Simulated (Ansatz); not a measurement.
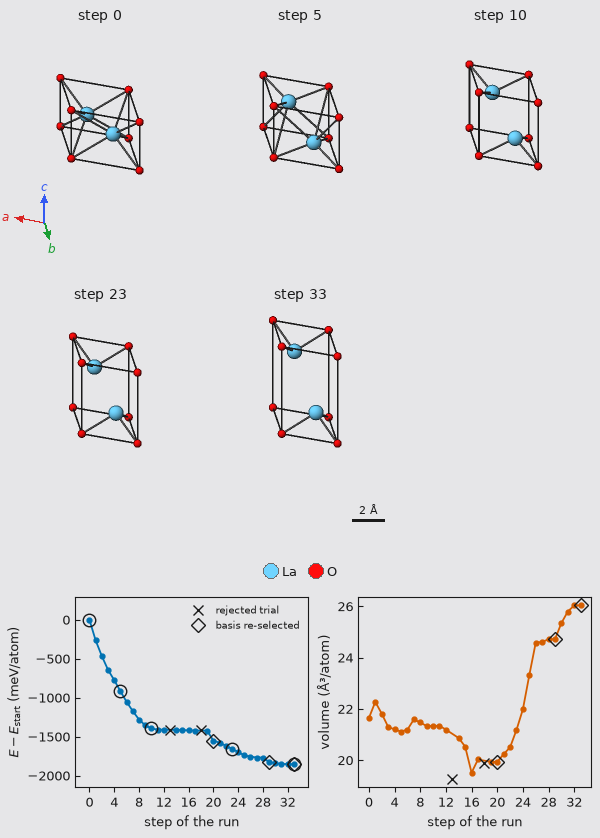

Frames of a relaxation of crystalline La₂O (a generated structure, set up in P-3m1) (coarse preliminary run), marked on the history of the run. Style: ball-and-stick. Shown: the cell of the calculation, from a free direction.

Method: DFT PBE, scalar-relativistic, plane waves, PAW (Ansatz 0.2.0).

The input:
```yaml
crystal:
  lattice:
    - [4.67074333, 0.0, 0.0]
    - [-2.33537167, 4.04498238, 0.0]
    - [0.0, 0.0, 3.43713983]
  atoms:
    - { symbol: La, position: [0.33333333, 0.66666667, 0.44999999] }
    - { symbol: La, position: [0.66666667, 0.33333333, 0.55000001] }
    - { symbol: O, position: [0.0, 0.0, 0.0] }
basis:
  ecutwfc: 420
kpoints:
  mp_grid: { grid: [6, 6, 6] }
hamiltonian:
  xc: pbe
scf:
  occupations: { method: gaussian, width: 0.1 }
  lower_state_search: "off"
output:
  forces: true
  stress: true
  eigenvalues: true
relax:
  adjacent_minimum: "off"
  f_tol: 0.04
  max_steps: 70
  cell: { stress_tol: 0.4 }
```

Launched with:
```bash
ansatz run input.yaml --threads 1 --pin off --max-ram 2048MiB --backend cpu --events-out ev --progress --plain --runs-dir out
```

Q: Describe the path.

A: The largest moves relative to the cell, 1.44 Å, are those of La1 and La2. La2 goes along +c. O stays in place. The volume changes by +20.3 %, with a = b 4.671 → 3.815 Å (−18.3 %), c 3.437 → 6.198 Å (+80.3 %). Some distances before and after: La1–La1 3.437 → 6.198 Å, La1–O3 3.293 → 5.326 Å, La1–La2 2.718 → 4.136 Å, La1–La2 (another image) 4.104 → 3.482 Å. Bond angles that change, for instance: O3–La1–O3 97.4° → 95.2°, La1–O3–La1 97.4° → 95.2°, La1–O3–La2 82.6° → 84.8°. The space group stays P-3m1 (No. 164). The energy falls by 1854 meV per atom in 28 accepted moves (33 points after the start). The largest force component goes from 1.5 to 0.0033 eV/Å. Pressure: 4.76 GPa at the start and 0.09 GPa at the end. The line search rejected the trial steps at points 13, 18 of the run. The SCF was repeated 3 times at an unchanged geometry on a basis and grid sized afresh for the cell, which shifted the energy by 128 meV per atom at most. Cost: 92 s on 1 thread of Intel(R) Xeon(R) Platinum 8488C (Sapphire Rapids) (shared host), peak memory 0.45 GiB. From step 0 to 5: La atoms move most (0.76 Å), volume −2.4 %, energy −916 meV per atom. From step 5 to 10: La atoms move most (0.02 Å), volume +1.0 %, energy −477 meV per atom. From step 10 to 23: La atoms move most (0.10 Å), volume −0.7 %, energy −263 meV per atom. From step 23 to 33: La atoms move most (0.26 Å), volume +22.9 %, energy −198 meV per atom.

```tsv
step	E − E(0), meV/atom	largest force component, eV/Å	pressure, GPa	volume, Å³/atom	note
0	0.00	1.5114	4.76	21.646	
1	-264.23	1.6465	-2.27	22.277	
2	-465.64	1.2978	-2.35	21.819	
3	-641.69	0.5496	-1.12	21.307	
4	-774.11	0.4676	-0.02	21.201	
5	-916.13	0.5019	1.91	21.123	
6	-1052.78	0.1857	3.84	21.193	
7	-1171.38	0.1172	2.09	21.591	
8	-1278.99	0.0760	1.71	21.474	
9	-1353.48	0.0157	1.37	21.337	
10	-1393.38	0.2013	1.04	21.337	
11	-1408.72	0.0938	-0.45	21.345	
12	-1409.91	0.0936	-0.35	21.198	
14	-1412.37	0.0225	-0.43	20.868	
15	-1413.99	0.0897	-0.15	20.535	
16	-1419.17	0.0448	2.09	19.518	
17	-1420.71	0.0869	-0.06	20.031	
18	-1419.56	0.1432	-0.63	19.911	rejected
20	-1549.01	0.0015	4.84	19.939	same geometry, new basis
21	-1576.77	0.0110	4.02	20.240	
22	-1613.38	0.0259	3.76	20.506	
23	-1656.22	0.0337	3.36	21.184	
25	-1740.29	0.1240	2.22	23.322	
26	-1754.35	0.3985	0.83	24.586	
27	-1766.71	0.0476	-0.14	24.614	
28	-1767.12	0.0014	-0.29	24.720	
29	-1822.67	0.0006	2.04	24.720	same geometry, new basis
31	-1849.40	0.0006	0.36	25.800	
32	-1850.85	0.0036	-0.01	26.038	
33	-1854.31	0.0033	0.09	26.038	same geometry, new basis
```
